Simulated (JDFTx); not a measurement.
# A series of single points on SiC

System: SiC (F-43m, 2 atoms in the cell).
Method: Kohn-Sham DFT of a periodic cell, LDA, PseudoDojo-SR-LDA-0.4.1-standard, no spin polarisation (JDFTx 1.7.0 (patched build)).

The 7 runs differ only in the geometry, by an even scaling of the cell at fixed fractional positions. The structure derives from an entry of the Crystallography Open Database.

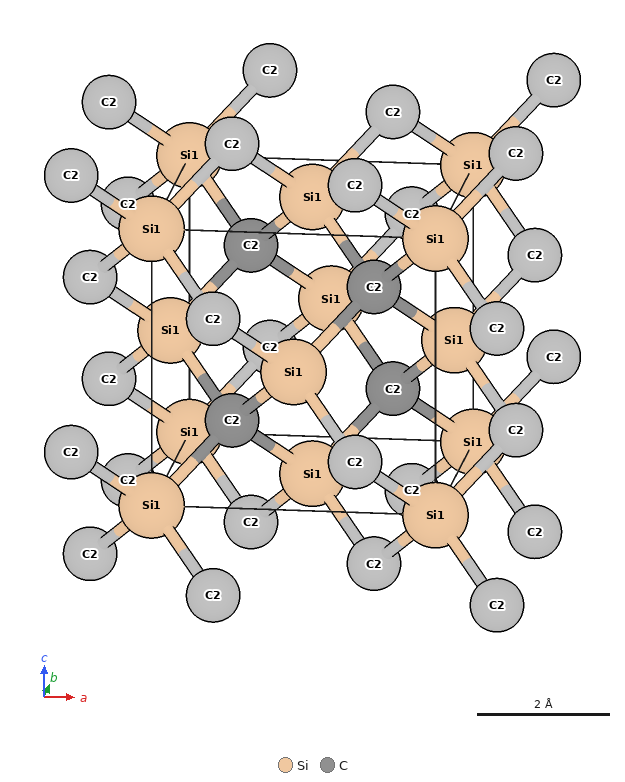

Figure 1. The structure of run 4 (ball-and-stick view of the cell 4 times as large as that of the calculation, set on its symmetry axes, seen at an oblique angle; neighbours outside the cell are drawn fainter; atoms are numbered from 1 in the order of the input). An atom can appear more than once, as a periodic image.

### Input file of run 4
```
include SiC.lattice
coords-type Lattice
include SiC.ionpos

ion-species pseudo/Si.upf
ion-species pseudo/C.upf
elec-cutoff 41 328
elec-ex-corr lda-PW
kpoint-folding 10 10 10
elec-smearing Fermi 0.0018374661
elec-n-bands 9
electronic-SCF nIterations 100 energyDiffThreshold 1e-09
electronic-minimize nIterations 30 energyDiffThreshold 1e-7
forces-output-coords Cartesian

dump-name run.$VAR
dump End Ecomponents EigStats BandEigs Kpoints Forces Stress
```

### File SiC.lattice of run 4
```
lattice \
    0.0000000000     4.1177132256     4.1177132256 \
    4.1177132256     0.0000000000     4.1177132256 \
    4.1177132256     4.1177132256     0.0000000000
```

### File SiC.ionpos of run 4
```
ion Si     0.0000000000     0.0000000000     0.0000000000 1
ion C      0.7500000000     0.7500000000     0.7500000000 1
```

Command:
```bash
jdftx -c 1 -i SiC.in -o SiC.out
```

Lattice vectors (Å) and fractional positions of run 4:
```
   0.000000    2.179000    2.179000
   2.179000    0.000000    2.179000
   2.179000    2.179000    0.000000
Si  0.000000  0.000000  0.000000
C   0.750000  0.750000  0.750000
```

Run 3 differs from it as follows:
```diff
-    0.0000000000     4.1177132256     4.1177132256 \
-    4.1177132256     0.0000000000     4.1177132256 \
-    4.1177132256     4.1177132256     0.0000000000
+    0.0000000000     4.0900767337     4.0900767337 \
+    4.0900767337     0.0000000000     4.0900767337 \
+    4.0900767337     4.0900767337     0.0000000000
```

### Results, with one run withheld

| run | volume per atom (Å³) | free energy per atom, from the lowest run given (meV) | pressure (GPa) | gap on the mesh (eV) |
| --- | --- | --- | --- | --- |
| 1 | 9.725 | 9.07 | 9.67 | 1.28 |
| 2 | 9.932 | 0.00 | 4.30 | 1.30 |
| 3 | 10.139 | ? | ? | ? |
| 4 | 10.346 | 1.02 | −4.94 | 1.33 |
| 5 | 10.553 | 9.93 | −8.93 | 1.34 |
| 6 | 10.760 | 23.73 | −12.53 | 1.36 |
| 7 | 10.967 | 41.97 | −15.79 | 1.37 |

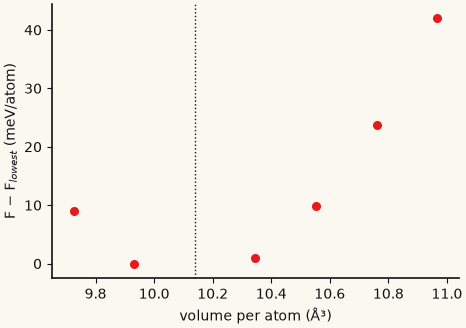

Figure 2. Free energy per atom of the runs given; the dotted line marks run 3.

What should run 3 give?

A cubic polynomial in V^(−2/3) (the Birch–Murnaghan form), fitted to the 6 runs given, misses them by under 0.01 meV per atom. With x = V^(−2/3) − 0.21036 Å⁻², it reads F = 1.6118 − 2419.2 x + 3.5566e+05 x² − 1.1182e+05 x³ (meV per atom). At run 3 it gives −2.48 meV per atom, and the run itself gives −2.48. The slope of the fit gives a pressure −dF/dV of −0.47 GPa there, and the run prints −0.55 GPa. The two needn't agree exactly: the fit is approximate, and the printed stress is taken on a finite basis. The fit has its minimum at 10.118 Å³ per atom, where V d²F/dV² gives 228 GPa: the bulk modulus at this level, since symmetry fixes the shape and the positions. The gap on the mesh goes, without turning, from 1.28 eV in run 1 to 1.37 eV in run 7; run 3 has 1.31 eV. These are gaps of this functional on this mesh, which can miss the band edges; they aren't the measured gap.

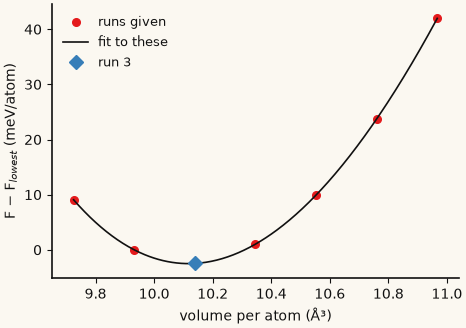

Figure 3. The fit and the withheld run.

### Some lines of the output (run 3)
```
[...]
unit cell volume = 136.844
     Etot =       -9.7794647892791602
        F =       -9.7794647902328720
	HOMO-LUMO gap: +0.048227
	Optical gap  : +0.167219 at state 30 ( [ +0.000000 +0.500000 +0.500000 ] spin 0 )
```
